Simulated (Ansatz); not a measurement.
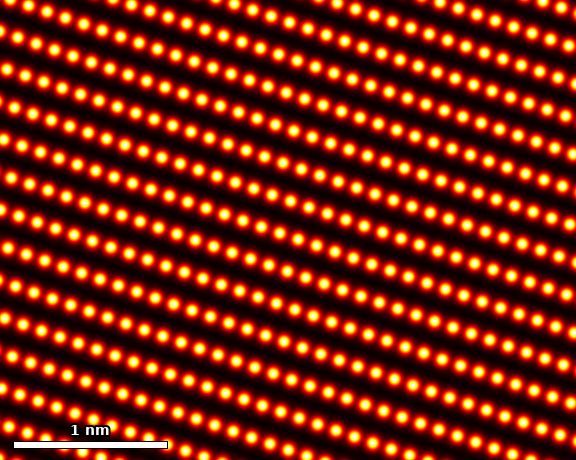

Z-contrast image of a crystal. Simulated incoherent Z contrast: every atom adds Z^1.7 spread by a probe of 0.59 Å full width; channelling and multiple scattering are left out. The probe carries 15 % of its weight in a tail 2.5 times as wide. The display is stretched by a gamma of 0.65; percentages refer to the linear signal.

Give the net of the columns and its spacings.

The pattern repeats on a rectangular net of 1.3 × 2.2 Å.

Which plane group does this projection have?

p2mm: mirror lines in two perpendicular directions, with twofold points where they cross.

How many columns does the smallest repeating cell hold, and how many levels of brightness?

1 column in the primitive cell of 2.8 Å², all of one brightness.

The crystal is Fe (P6_3/mmc, No. 194) seen along [210]. Model: a calculation's starting geometry; the starting structure was generated, so it need not be a known form of this composition.
